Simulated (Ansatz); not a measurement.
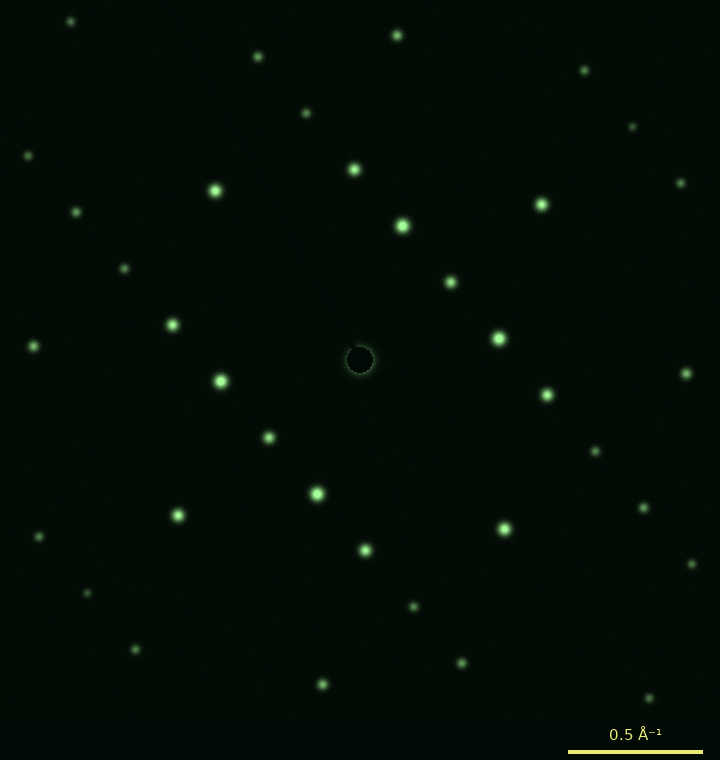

Kinematic zone-axis pattern, calculated for 200 keV electrons with B = 1 Å².

It belongs to Cr, space group P6/mmm (No. 191), a = 4.152 Å, c = 2.230 Å (hexagonal axes). Structure: the geometry relaxed with DFT, LDA (PW92), plane waves (420 eV) with PAW, scalar-relativistic (Ansatz 0.2.0); the starting structure was generated, so it need not be a known form of this composition.

Q: Which low-index zone axis gives this pattern?

A: The spots form a rectangular net whose two shortest vectors correspond to d = 3.60 Å and 2.23 Å, 90.0° apart. They index as 0 1 0 (itself too weak to see) and 0 0 1, so the zone axis is [100] (or an equivalent direction of <100>).

Q: Which reflections of this zone are missing, and why?

A: Reflections such as 0 1 0, 0 2 0, 0 1 -2 are allowed but too weak to see at this display level.
